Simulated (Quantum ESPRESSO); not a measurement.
# KF (Carobbiite): a mode Grüneisen parameter, worked out

Aim: the Grüneisen parameter and the pressure coefficient of an optical mode of KF (Carobbiite).

Calculated with Quantum ESPRESSO 7.5; DFT LDA, scalar-relativistic, plane waves, PseudoDojo norm-conserving pseudopotentials.

## 1. The relaxed structure

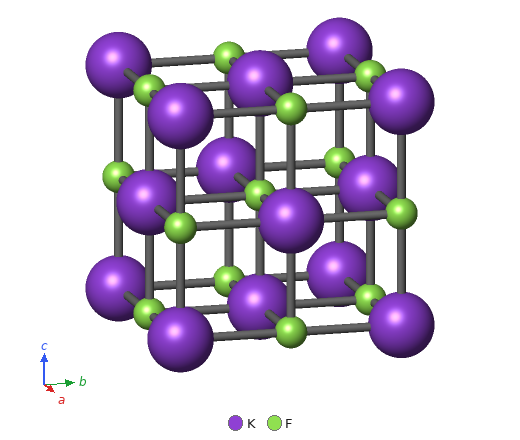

The cell as given, slightly off an axis (potassium purple, fluorine green). This picture shows the conventional cell, with its axes. Some periodic images of atoms are drawn too.

This is the cell after its relaxation at this level of theory, not the database cell from which that began.

## 2. Runs at several volumes

The relaxed cell is scaled uniformly; in this structure symmetry fixes all atoms, so nothing has to be relaxed anew. Each volume gets a ground state and a response at Γ. The mode followed is the highest one without the macroscopic field, of symmetry T1u; longitudinal polar modes lie higher. Cutoff 92 Ry, k mesh 8×8×8.

From the response at V/V₀ = 0.94:

The log of the run:

```text
[banners, grids, parts of the stress and lines that vanish by symmetry left out]
Program PHONON v.7.5
     Reading xml data from directory:

[...]
Exchange-correlation= PW
                           (   1   4   0   0   0   0   0)
[...]
kinetic-energy cut-off    =      92.0000  Ry
     charge density cut-off    =     368.0000  Ry
     convergence threshold     =      1.0E-18
[...]
Exchange-correlation= PW
                           (   1   4   0   0   0   0   0)
[...]
q = (   0.0000000   0.0000000   0.0000000 )
     49 Sym.Ops. (with q -> -q+G )
     G cutoff =  424.9601  (  25893 G-vectors)     FFT grid: ( 45, 45, 45)
     number of k points=    29
[...]
Mode symmetry, O_h (m-3m)  point group:
[...]
Dielectric constant
[...]
End of electric fields calculation
          Dielectric constant in cartesian axis
          (       2.142018810      -0.000000000      -0.000000000 )
          (      -0.000000000       2.142018810       0.000000000 )
          (      -0.000000000       0.000000000       2.142018810 )
          Effective charges (d Force / dE) in cartesian axis without acoustic sum rule applied (asr)
           atom    1  K     Mean Z*:        1.16203
      Ex  (        1.16203       -0.00000       -0.00000 )
      Ey  (       -0.00000        1.16203       -0.00000 )
      Ez  (       -0.00000        0.00000        1.16203 )
           atom    2  F     Mean Z*:       -1.16211
      Ex  (       -1.16211       -0.00000        0.00000 )
      Ey  (       -0.00000       -1.16211       -0.00000 )
      Ez  (        0.00000       -0.00000       -1.16211 )
          Effective charges Sum: Mean:       -0.00009
[...]
Effective charges (d Force / dE) in cartesian axis with asr applied:
           atom    1  K     Mean Z*:        1.16207
[...]
atom    2  F     Mean Z*:       -1.16207
[...]
Representation #   1 modes #   1   2   3
[...]
End of self-consistent calculation
     Convergence has been achieved
     Representation #   2 modes #   4   5   6
[...]
End of self-consistent calculation
     Convergence has been achieved
[...]
Dielectric constant in cartesian axis
          (       2.142018810      -0.000000000      -0.000000000 )
          (      -0.000000000       2.142018810       0.000000000 )
          (      -0.000000000       0.000000000       2.142018810 )
          Effective charges (d Force / dE) in cartesian axis without acoustic sum rule applied (asr)
           atom    1  K     Mean Z*:        1.16203
      Ex  (        1.16203       -0.00000       -0.00000 )
      Ey  (       -0.00000        1.16203       -0.00000 )
      Ez  (       -0.00000        0.00000        1.16203 )
           atom    2  F     Mean Z*:       -1.16211
      Ex  (       -1.16211       -0.00000        0.00000 )
      Ey  (       -0.00000       -1.16211       -0.00000 )
      Ez  (        0.00000       -0.00000       -1.16211 )
          Effective charges Sum: Mean:       -0.00009
[...]
Effective charges (d Force / dE) in cartesian axis with asr applied:
           atom    1  K     Mean Z*:        1.16207
[...]
atom    2  F     Mean Z*:       -1.16207
[...]
q = (    0.000000000   0.000000000   0.000000000 )
[...]
freq (    1) =      -0.099198 [THz] =      -3.308882 [cm-1]
     freq (    2) =      -0.099198 [THz] =      -3.308882 [cm-1]
     freq (    3) =      -0.099198 [THz] =      -3.308882 [cm-1]
     freq (    4) =       7.300168 [THz] =     243.507402 [cm-1]
     freq (    5) =       7.300168 [THz] =     243.507402 [cm-1]
     freq (    6) =       7.300168 [THz] =     243.507402 [cm-1]
[...]
Mode symmetry, O_h (m-3m)  point group:
     freq (   1-   3) =         -3.3  [cm-1]   --> T_1u G_15  G_4- I
     freq (   4-   6) =        243.5  [cm-1]   --> T_1u G_15  G_4- I

   JOB DONE.
```

One volume, V/V₀ = 1.03, is held back as a test.

| V/V₀ | volume (Å³/atom) | pressure (GPa) | ω (cm⁻¹) |
| --- | --- | --- | --- |
| 0.94 | 16.127 | 3.17 | 243.51 |
| 0.97 | 16.641 | 1.44 | 226.85 |
| 1 | 17.156 | -0.01 | 210.96 |
| 1.03 | 17.671 | -1.21 | held back |
| 1.06 | 18.186 | -2.22 | 181.20 |

## 3. The fit

The mode Grüneisen parameter is γ = −d ln ω / d ln V.

| ln(V/V₀) | ln ω |
| --- | --- |
| -0.0619 | 5.4952 |
| -0.0305 | 5.4243 |
| 0.0000 | 5.3517 |
| 0.0583 | 5.1996 |

A straight line through these points has the slope -2.468, so γ = 2.47; at V/V₀ = 1.03 it predicts ω = exp(5.3467 − 0.0730) = 195.14 cm⁻¹.

A parabola of pressure against ln V through V/V₀ = 0.97, 1 and 1.03 gives the bulk modulus B = −dP/d ln V = 44 GPa at V₀. With ω₀ from the fitted line the pressure coefficient follows as dω/dP = γ ω₀ / B = 2.47 × 209.9 / 44 = 11.8 cm⁻¹/GPa.

## 4. The run that was held back

The log of the run:

```text
[banners, grids, parts of the stress and lines that vanish by symmetry left out]
[banner, memory and clock lines left out]
Program PHONON v.7.5

[...]
Exchange-correlation= PW
                           (   1   4   0   0   0   0   0)
[...]
kinetic-energy cut-off    =      92.0000  Ry
     charge density cut-off    =     368.0000  Ry
     convergence threshold     =      1.0E-18
[...]
Exchange-correlation= PW
                           (   1   4   0   0   0   0   0)
[...]
q = (   0.0000000   0.0000000   0.0000000 )
     49 Sym.Ops. (with q -> -q+G )
     G cutoff =  451.6698  (  28475 G-vectors)     FFT grid: ( 45, 45, 45)
     number of k points=    29
[...]
Mode symmetry, O_h (m-3m)  point group:
[...]
Dielectric constant
[...]
End of electric fields calculation
          Dielectric constant in cartesian axis
          (       2.073960220      -0.000000000       0.000000000 )
          (      -0.000000000       2.073960220      -0.000000000 )
          (      -0.000000000      -0.000000000       2.073960220 )
          Effective charges (d Force / dE) in cartesian axis without acoustic sum rule applied (asr)
           atom    1  K     Mean Z*:        1.14625
      Ex  (        1.14625        0.00000       -0.00000 )
      Ey  (        0.00000        1.14625       -0.00000 )
      Ez  (       -0.00000       -0.00000        1.14625 )
           atom    2  F     Mean Z*:       -1.14632
      Ex  (       -1.14632        0.00000       -0.00000 )
      Ey  (        0.00000       -1.14632        0.00000 )
      Ez  (       -0.00000        0.00000       -1.14632 )
[...]
Representation #   1 modes #   1   2   3
[...]
End of self-consistent calculation
     Convergence has been achieved
     Representation #   2 modes #   4   5   6
[...]
End of self-consistent calculation
     Convergence has been achieved
[...]
Dielectric constant in cartesian axis
          (       2.073960220      -0.000000000       0.000000000 )
          (      -0.000000000       2.073960220      -0.000000000 )
          (      -0.000000000      -0.000000000       2.073960220 )
          Effective charges (d Force / dE) in cartesian axis without acoustic sum rule applied (asr)
           atom    1  K     Mean Z*:        1.14625
      Ex  (        1.14625        0.00000       -0.00000 )
      Ey  (        0.00000        1.14625       -0.00000 )
      Ez  (       -0.00000       -0.00000        1.14625 )
           atom    2  F     Mean Z*:       -1.14632
      Ex  (       -1.14632        0.00000       -0.00000 )
      Ey  (        0.00000       -1.14632        0.00000 )
      Ez  (       -0.00000        0.00000       -1.14632 )
          Effective charges Sum: Mean:       -0.00007
[...]
Effective charges (d Force / dE) in cartesian axis with asr applied:
           atom    1  K     Mean Z*:        1.14629
[...]
atom    2  F     Mean Z*:       -1.14629
[...]
q = (    0.000000000   0.000000000   0.000000000 )
[...]
freq (    1) =      -0.097466 [THz] =      -3.251128 [cm-1]
     freq (    2) =      -0.097466 [THz] =      -3.251128 [cm-1]
     freq (    3) =      -0.097466 [THz] =      -3.251128 [cm-1]
     freq (    4) =       5.869525 [THz] =     195.786264 [cm-1]
     freq (    5) =       5.869525 [THz] =     195.786264 [cm-1]
     freq (    6) =       5.869525 [THz] =     195.786264 [cm-1]
[...]
Mode symmetry, O_h (m-3m)  point group:
     freq (   1-   3) =         -3.3  [cm-1]   --> T_1u G_15  G_4- I
     freq (   4-   6) =        195.8  [cm-1]   --> T_1u G_15  G_4- I
```

It gives 195.79 cm⁻¹ against the predicted 195.14 cm⁻¹, a miss of 0.7 cm⁻¹.

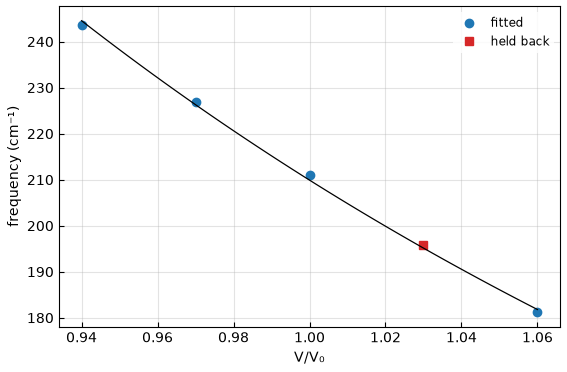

Frequency against volume, with the power-law fit.

## 5. Results

```yaml
mode_grueneisen_parameter: 2.468
bulk_modulus: 44.0 GPa
pressure_coefficient: 11.8 cm⁻¹/GPa
```

In words: The highest optical mode of KF (Carobbiite) without the LO-TO term stiffens by 11.8 cm⁻¹ a GPa near the relaxed volume, with γ = 2.47. The power law meets all 5 runs within 0.50 %; between neighbouring volumes γ runs from 2.26 to 2.70. Such a coefficient turns a measured shift of this mode into a hydrostatic stress; uniaxial or biaxial stress splits the mode and needs deformation potentials. These are harmonic values at zero temperature for the structure held cubic, which a run at Γ can't show to be stable; the bulk modulus rests on three points.

[Host names and launcher messages were left out of these logs when they were recorded.]

[Logs are printed without paths, hosts, clocks, repeated set-up lines and the standing remarks that a program may print on its own settings, such as how far it seeks lower states.]

[Hosts, paths, dates, database ids (printed as entryN), source tags and the programs' standing remarks are cut or masked in the printed files.]
